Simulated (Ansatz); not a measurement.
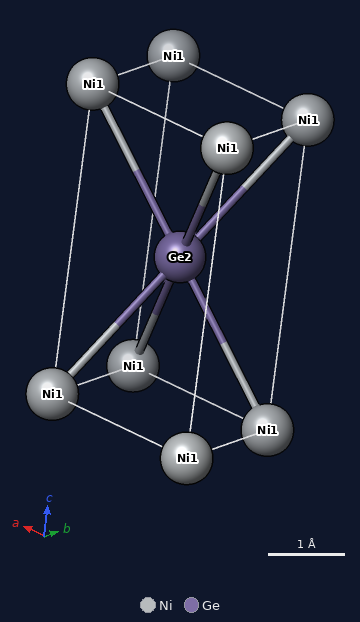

The input geometry of the first run (ball-and-stick view of the reduced cell, seen slightly off an axis; atoms are numbered from 1 in the order of the input). An atom can appear more than once, as a periodic image. Near neighbours in the periodic cell (some may lie outside the picture): Ni has 6 Ge at 2.57 Å; Ge has 6 Ni at 2.57 Å.

**Two runs on NiGe**

System: NiGe (R-3m, 2 atoms in the cell).
Method of the first run: DFT r2SCAN, scalar-relativistic, plane waves, PAW, no spin polarisation (Ansatz 0.2.0).

The structure was built on a prototype by a generator; it need not be a known phase. Text and figures count atoms from 1; the logs count them from 0 in places.

## Input, the first run
```yaml
crystal:
  lattice:
    - [1.5406725529, 1.5406725529, 3.620057261]
    - [1.5406725529, 3.620057261, 1.5406725529]
    - [3.620057261, 1.5406725529, 1.5406725529]
  atoms:
    - { symbol: Ni, position: [0.0, 0.0, 0.0] }
    - { symbol: Ge, position: [0.5, 0.5, 0.5] }
basis:
  ecutwfc: 500
kpoints:
  mp_grid: { grid: [18, 18, 18] }
hamiltonian:
  xc: r2scan
scf:
  occupations: { method: gaussian, width: 0.1 }
  lower_state_search: "off"
output:
  forces: true
  stress: true
  eigenvalues: true
```

Command:
```bash
ansatz run input.yaml --threads 1 --pin off --max-ram 2560MiB --backend cpu --events-out ev --progress --plain --runs-dir out
```

Hardware: 1 thread of Intel Xeon @ 2.50GHz (Skylake/Cascade Lake), 189 GiB of memory available, shared host.

## Output, shortened to warnings, some set-up lines, iterations and results (the first run)
```
Basis set: ecut = 500 eV, 765 PW (Γ), FFT grids on a1−a3, a2−a3, a3, exchange–correlation on 96×96×128 points (64 copies of the dense FFT grid, shifted against one another)
Symmetry: 12 space group operations
k-points: 580 of 5832
Initial density: superposition of atomic densities (neutral atoms: chi_scale 0, normalization atom), corrected by the library's trained network
[...]
SCF iter   1: F=-10147.888769 eV  HF=-10148.003498 eV  |F-HF|=1.15e-1  |Δ(HF+E_count)|=         —  Δρ=3.25e-2  dr2=2.28e-1  dr2_τ=4.05e-2  ethr=1.77e-3  ⟨swp⟩=4.4  Hψ=46887  …
SCF iter   2: F=-10147.883036 eV  HF=-10148.075716 eV  |F-HF|=1.93e-1  |Δ(HF+E_count)|=   7.22e-2  Δρ=3.02e-2  dr2=1.65e-1  dr2_τ=1.41e-3  ethr=7.11e-4  ⟨swp⟩=2.4  Hψ=24045  …
SCF iter   3: F=-10148.039363 eV  HF=-10148.055080 eV  |F-HF|=1.57e-2  |Δ(HF+E_count)|=   2.06e-2  Δρ=1.03e-2  dr2=2.28e-2  dr2_τ=9.51e-5  ethr=5.14e-4  ⟨swp⟩=2.0  Hψ=18920  …
SCF iter   4: F=-10148.052906 eV  HF=-10148.052895 eV  |F-HF|=1.12e-5  |Δ(HF+E_count)|=   2.18e-3  Δρ=2.47e-3  dr2=8.92e-4  dr2_τ=3.20e-5  ethr=7.13e-5  ⟨swp⟩=1.0  Hψ=17673  …
SCF iter   5: F=-10148.053114 eV  HF=-10148.053234 eV  |F-HF|=1.20e-4  |Δ(HF+E_count)|=   3.39e-4  Δρ=1.72e-3  dr2=6.03e-4  dr2_τ=3.81e-6  ethr=2.79e-6  ⟨swp⟩=2.0  Hψ=20734  …
SCF iter   6: F=-10148.053397 eV  HF=-10148.053427 eV  |F-HF|=3.08e-5  |Δ(HF+E_count)|=   1.93e-4  Δρ=7.88e-4  dr2=1.28e-4  dr2_τ=1.43e-6  ethr=1.88e-6  ⟨swp⟩=2.0  Hψ=17819  …
SCF iter   7: F=-10148.053440 eV  HF=-10148.053453 eV  |F-HF|=1.31e-5  |Δ(HF+E_count)|=   2.54e-5  Δρ=3.85e-4  dr2=2.86e-5  dr2_τ=1.03e-7  ethr=3.99e-7  ⟨swp⟩=1.6  Hψ=14715  …
SCF iter   8: F=-10148.053451 eV  HF=-10148.053453 eV  |F-HF|=2.16e-6  |Δ(HF+E_count)|=   2.98e-7  Δρ=1.04e-4  dr2=2.56e-6  dr2_τ=9.79e-9  ethr=8.92e-8  ⟨swp⟩=2.0  Hψ=16201  …
SCF iter   9: F=-10148.053453 eV  HF=-10148.053453 eV  |F-HF|=1.41e-7  |Δ(HF+E_count)|=   2.52e-7  Δρ=2.09e-5  dr2=2.11e-7  dr2_τ=1.51e-9  ethr=8.00e-9  ⟨swp⟩=1.4  Hψ=13883  …
SCF iter  10: F=-10148.053453 eV  HF=-10148.053453 eV  |F-HF|=1.41e-8  |Δ(HF+E_count)|=   2.16e-8  Δρ=6.19e-6  dr2=1.77e-8  dr2_τ=4.43e-11  ethr=3.13e-10  ⟨swp⟩=4.2  Hψ=42451 …
SCF 1 converged in 10 iterations: F = -10148.053453 eV  dr2 = 1.77e-8
SCF converged after 10 iterations
Free energy (F): -10148.053453 eV
Harris-Foulkes:  -10148.053453 eV  (|F-HF|=1.41e-8)
Internal energy: -10148.044983 eV  (E = F + TS)
E sigma→0 (E₀):  -10148.049218 eV
Entropy (-TS):   -0.008470 eV (-4.235 meV/atom)
Fermi energy:    13.921233 eV
--- Per-component energies (eV) ---
  E_band       = -459.668505
  E_kinetic    = 393.395922
  E_local      = -5936.902724  (includes V_loc(G=0)·N_el)
  E_nonlocal   = 1066.727225
  E_hartree    = 2542.494979
  E_xc         = -146.361823
  E_vxc        = -182.722800  (∫ρ·V_xc dr)
  E_paw        = -3684.418411  (= ΣΔE_a)
  E_vpaw       = -897.517052  (= ΣTr[D̂ρ^β])
  E_aug_tail   = 0.000251  (compensation charges beyond the density's cutoff)
  E_vtau       = 12.354830  (kinetic-family band-sum trace: ∫τ·v_τ [+ j·A + Jᵃ·Aᵃ] dr)
  E_ewald      = -4381.594566
  E_core_change = -1.385834  (= ΣΔE_core)
  E_smearing   = -0.008470  (= −TS)
  E_closure    = 0.000000  (closes the sum)
  Σ components = -10148.053453   (vs F -10148.053453, Δ=0.00e0)
--- Forces (eV/Å), atoms counted from 1 ---
  atom   1  Ni    -0.00000000    -0.00000000    -0.00000000
  atom   2  Ge     0.00000000     0.00000000    -0.00000000
  max |Σ_I F_I| component: 1.21e-29 eV/Å
--- Stress (GPa, compression-positive) ---
      -13.158479      -1.549927      -1.549927
       -1.549927     -13.158479      -1.549927
       -1.549927      -1.549927     -13.158479
  P = ⅓ Tr σ = -13.1585 GPa (-131.585 kbar)
```

For the second run the input was changed thus:
```diff
-    - [1.5406725529, 1.5406725529, 3.620057261]
-    - [1.5406725529, 3.620057261, 1.5406725529]
-    - [3.620057261, 1.5406725529, 1.5406725529]
+    - [1.5126540919, 1.5126540919, 3.5542233933]
+    - [1.5126540919, 3.5542233933, 1.5126540919]
+    - [3.5542233933, 1.5126540919, 1.5126540919]
```

How does the second run compare with the first run?

With the same functional and potentials, the second run lies 51.3 meV per atom lower. The pressure goes from −13.16 to −7.71 GPa. The volume per atom goes from 14.49 to 13.71 Å³. The cell is scaled evenly with the atoms at fixed fractional positions, so −ΔP/Δ ln V estimates the bulk modulus midway between the two volumes: about 99 GPa. The SCF takes 9 iterations against 10. The plane waves at Γ go from 765 to 679.

## Output, shortened to warnings, some set-up lines, iterations and results (the second run)
```
Basis set: ecut = 500 eV, 679 PW (Γ), FFT grids on a1−a3, a2−a3, a3, exchange–correlation on 96×96×128 points (64 copies of the dense FFT grid, shifted against one another)
Symmetry: 12 space group operations
k-points: 580 of 5832
Initial density: superposition of atomic densities (neutral atoms: chi_scale 0, normalization atom), corrected by the library's trained network
[...]
SCF iter   1: F=-10148.017643 eV  HF=-10148.098998 eV  |F-HF|=8.14e-2  |Δ(HF+E_count)|=         —  Δρ=3.11e-2  dr2=1.94e-1  dr2_τ=4.30e-2  ethr=1.77e-3  ⟨swp⟩=4.6  Hψ=47021  …
SCF iter   2: F=-10148.039258 eV  HF=-10148.172473 eV  |F-HF|=1.33e-1  |Δ(HF+E_count)|=   7.35e-2  Δρ=2.58e-2  dr2=1.10e-1  dr2_τ=1.18e-3  ethr=6.05e-4  ⟨swp⟩=2.3  Hψ=24111  …
SCF iter   3: F=-10148.143900 eV  HF=-10148.157590 eV  |F-HF|=1.37e-2  |Δ(HF+E_count)|=   1.49e-2  Δρ=9.92e-3  dr2=1.99e-2  dr2_τ=8.39e-5  ethr=3.43e-4  ⟨swp⟩=2.0  Hψ=19115  …
SCF iter   4: F=-10148.155798 eV  HF=-10148.155596 eV  |F-HF|=2.02e-4  |Δ(HF+E_count)|=   1.99e-3  Δρ=2.12e-3  dr2=6.22e-4  dr2_τ=2.78e-5  ethr=6.23e-5  ⟨swp⟩=1.0  Hψ=17283  …
SCF iter   5: F=-10148.155783 eV  HF=-10148.155908 eV  |F-HF|=1.25e-4  |Δ(HF+E_count)|=   3.12e-4  Δρ=1.76e-3  dr2=5.74e-4  dr2_τ=3.51e-6  ethr=1.94e-6  ⟨swp⟩=2.1  Hψ=21626  …
SCF iter   6: F=-10148.156032 eV  HF=-10148.156088 eV  |F-HF|=5.52e-5  |Δ(HF+E_count)|=   1.80e-4  Δρ=9.03e-4  dr2=1.52e-4  dr2_τ=8.76e-7  ethr=1.80e-6  ⟨swp⟩=2.0  Hψ=17800  …
SCF iter   7: F=-10148.156105 eV  HF=-10148.156108 eV  |F-HF|=2.87e-6  |Δ(HF+E_count)|=   2.01e-5  Δρ=2.57e-4  dr2=1.32e-5  dr2_τ=1.81e-7  ethr=4.75e-7  ⟨swp⟩=2.1  Hψ=16505  …
SCF iter   8: F=-10148.156108 eV  HF=-10148.156108 eV  |F-HF|=3.36e-8  |Δ(HF+E_count)|=   8.90e-8  Δρ=3.83e-5  dr2=4.62e-7  dr2_τ=2.86e-9  ethr=4.14e-8  ⟨swp⟩=2.0  Hψ=15908  …
SCF iter   9: F=-10148.156108 eV  HF=-10148.156108 eV  |F-HF|=4.38e-9  |Δ(HF+E_count)|=   2.07e-7  Δρ=6.59e-6  dr2=1.10e-8  dr2_τ=3.69e-10  ethr=3.13e-10  ⟨swp⟩=6.1  Hψ=57448 …
SCF 1 converged in 9 iterations: F = -10148.156108 eV  dr2 = 1.10e-8
SCF converged after 9 iterations
Free energy (F): -10148.156108 eV
Harris-Foulkes:  -10148.156108 eV  (|F-HF|=4.38e-9)
Internal energy: -10148.148047 eV  (E = F + TS)
E sigma→0 (E₀):  -10148.152078 eV
Entropy (-TS):   -0.008061 eV (-4.031 meV/atom)
Fermi energy:    14.975882 eV
--- Per-component energies (eV) ---
  E_band       = -430.540969
  E_kinetic    = 395.146963
  E_local      = -5804.768045  (includes V_loc(G=0)·N_el)
  E_nonlocal   = 1066.417175
  E_hartree    = 2490.651181
  E_xc         = -147.350787
  E_vxc        = -184.209274  (∫ρ·V_xc dr)
  E_paw        = -3684.105349  (= ΣΔE_a)
  E_vpaw       = -896.890166  (= ΣTr[D̂ρ^β])
  E_aug_tail   = 0.000244  (compensation charges beyond the density's cutoff)
  E_vtau       = 12.460441  (kinetic-family band-sum trace: ∫τ·v_τ [+ j·A + Jᵃ·Aᵃ] dr)
  E_ewald      = -4462.753594
  E_core_change = -1.385834  (= ΣΔE_core)
  E_smearing   = -0.008061  (= −TS)
  E_closure    = -0.000000  (closes the sum)
  Σ components = -10148.156108   (vs F -10148.156108, Δ=0.00e0)
--- Forces (eV/Å), atoms counted from 1 ---
  atom   1  Ni     0.00000000     0.00000000     0.00000000
  atom   2  Ge    -0.00000000    -0.00000000    -0.00000000
  max |Σ_I F_I| component: 5.89e-29 eV/Å
--- Stress (GPa, compression-positive) ---
       -7.714814      -0.911869      -0.911869
       -0.911869      -7.714814      -0.911869
       -0.911869      -0.911869      -7.714814
  P = ⅓ Tr σ = -7.7148 GPa (-77.148 kbar)
```

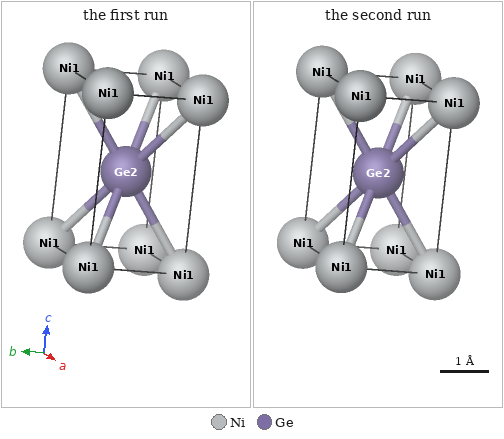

The two input geometries at one scale (ball-and-stick view of the reduced cell, seen slightly off an axis). The atoms keep their places relative to the cell (all moves are under 0.005 Å). The volume changes by −5.4 %, with a = b 2.941 → 2.887 Å (−1.8 %), c 4.225 → 4.148 Å (−1.8 %). Among the contacts that change: Ni1–Ge2 2.574 → 2.527 Å.

## The two runs side by side

| quantity | the first run | the second run |
| --- | --- | --- |
| outcome | converged | converged |
| free energy per atom (eV) | −5074.0267 | −5074.0781 |
| energy per atom, smearing taken to zero (eV) | −5074.0246 | −5074.0760 |
| gap on the mesh (eV) | 0.00 | 0.00 |
| pressure (GPa) | −13.16 | −7.71 |
| volume per atom (Å³) | 14.49 | 13.71 |
| largest force (eV/Å) | 0.000 | 0.000 |
| SCF iterations | 10 | 9 |
| irreducible k-points | 580 | 580 |
| plane waves at Γ | 765 | 679 |
| wall time (shared host) | 81 s | 78 s |

For both runs: The run has no spin polarisation, so a magnetic state may lie lower. For the first run: The cell is under a tension of 13.2 GPa at this level, so it is not at its equilibrium volume. For the second run: The cell is under a tension of 7.7 GPa at this level, so it is not at its equilibrium volume.
